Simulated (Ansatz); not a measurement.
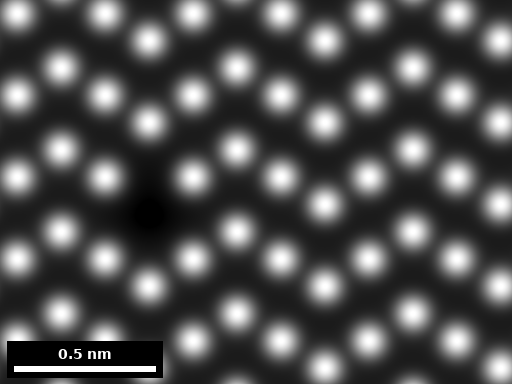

Dark-field STEM-like image of P (P6_3/mmc, No. 194) along [100]. Simulated incoherent Z contrast: every atom adds Z^1.8 spread by a probe of 0.85 Å full width; channelling and multiple scattering are left out. The probe carries 25 % of its weight in a tail 2.5 times as wide. The display is stretched by a gamma of 0.65; percentages refer to the linear signal.

The sample is 1 repeat (3.3 Å) thick. One point defect was put into the perfect crystal, without relaxing the atoms around it. Brightness is counted from the darkest point of the image. Host structure: coordinates from a relaxation with Ansatz 0.2.0, DFT r2SCAN, scalar-relativistic, plane waves, PAW; the starting structure was generated, so it need not be a known form of this composition.

Question: Where is the defect (in Å from the left and the top edge), and what does its contrast suggest?

Answer: At about 5 Å from the left and 7 Å from the top. The column has all but vanished there, which points to a vacancy or a much lighter atom. The column holds 1 atom (P) through the sample, and one P atom is missing, so its peak vanishes.
